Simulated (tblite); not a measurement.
## Single-point calculation of MgO

The run: single-point calculation of MgO (Fm-3m, 2 atoms in the cell). Method and program: with the settings of its input (tblite 0.8.0).

The structure derives from an entry of the Crystallography Open Database. The geometry comes from this level: r2SCAN. It belongs to a series of runs on one base structure; here: accuracy = 10.0.

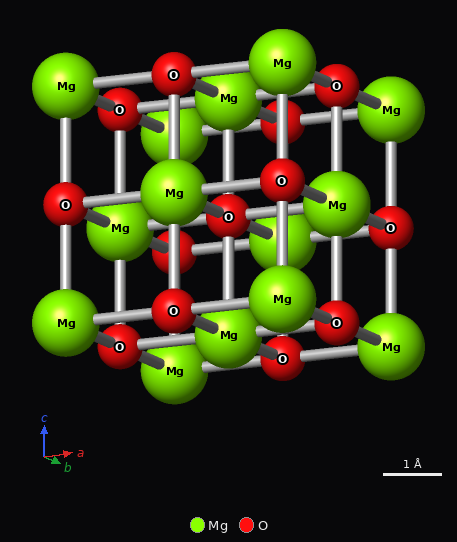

Fig. 1: The structure as given in the input (ball-and-stick view of the cell 4 times as large as that of the calculation, set on its symmetry axes, seen at an oblique angle). Near neighbours in the crystal (not all of them lie inside the picture): Mg has 6 O at 2.10 Å; O has 6 Mg at 2.10 Å.

The input
```python
import json
from ase import Atoms
from ase.build import make_supercell
from ase.units import Bohr, GPa, Hartree
from tblite.interface import Calculator

atoms = Atoms(['Mg', 'O'],
              cell=[[0.0, 2.10216803, 2.10216803], [2.10216803, 0.0, 2.10216803], [2.10216803, 2.10216803, 0.0]],
              scaled_positions=[[0.0, 0.0, 0.0], [0.5, 0.5, 0.5]],
              pbc=True)
cluster = make_supercell(atoms, [[-2, 2, 2], [2, -2, 2], [2, 2, -2]])
calc = Calculator('GFN1-xTB', cluster.numbers, cluster.positions / Bohr, lattice=cluster.cell[:] / Bohr, periodic=cluster.pbc)
calc.set('temperature', 0.02 / Hartree)
calc.set('max-iter', 150)
calc.set('accuracy', 10.0)
res = calc.singlepoint()
levels = res.get('orbital-energies') * Hartree
nv = round(res.get('orbital-occupations').sum() / 2)
cells = len(cluster) // len(atoms)
out = {'energy_per_cell': res.get('energy') * Hartree / cells, 'homo': levels[nv - 1], 'lumo': levels[nv],
       'stress': (-res.get('virial') * Hartree / cluster.get_volume() / GPa).tolist(), 'charges': res.get('charges')[:len(atoms)].tolist(), 'electrons': 2 * nv / cells}
json.dump(out, open('results.json', 'w'))
for key, value in out.items():
    print(key, value)
```

Hardware: 1 thread of Arm Neoverse N1, 54 GiB of memory available, shared host.

Command:
```bash
python run.py
```

Log
```
------------------------------------------------------------
  cycle        total energy    energy error   density error
------------------------------------------------------------
      1     -161.6863759175  -1.6142424E+02   1.4071471E+00
      2     -173.4028111188  -1.1716435E+01   5.3774732E-01
      3     -173.3498431608   5.2967958E-02   1.9917328E-01
      4     -171.4702051964   1.8796380E+00   4.6029522E-01
      5     -173.9840438352  -2.5138386E+00   7.8137441E-02
      6     -174.0528554822  -6.8811647E-02   3.3547859E-02
      7     -174.0364626035   1.6392879E-02   4.8595783E-02
      8     -174.0629769744  -2.6514371E-02   1.6940178E-02
      9     -174.0666776249  -3.7006505E-03   4.2458792E-03
     10     -174.0668841262  -2.0650129E-04   2.3484487E-03
     11     -174.0666606794   2.2344687E-04   4.6476234E-03
     12     -174.0669446595  -2.8398013E-04   9.3555688E-04
     13     -174.0669520004  -7.3408975E-06   6.1413954E-04
     14     -174.0669569087  -4.9083095E-06   1.2205544E-04
------------------------------------------------------------

 total:                                   5.017 sec
energy_per_cell -148.01884870405527
homo -15.5603270014194
lumo -15.527042098473942
stress [[22.630507522420178, 3.628168313905668e-12, 3.2262268165688476e-12], [3.6280857684982503e-12, 22.630507522417386, -6.917971833055388e-12], [3.226380511329032e-12, -6.918059450621369e-12, 22.63050752241845]]
charges [0.7890608943207629, -0.7890627896243811]
electrons 8.0
```

Summary

| quantity | value |
| --- | --- |
| outcome | converged |
| space group (tolerance 0.01 Å) | Fm-3m (225) |
| electrons treated | 8 |
| total energy | −148.0188 eV |
| band gap | 0.03 eV |
| pressure | 22.63 GPa |
| wall time | 6.3 s |
| peak memory | 0.1 GiB |

Remarks

Settings chosen away from the usual ones: accuracy = 10.0.
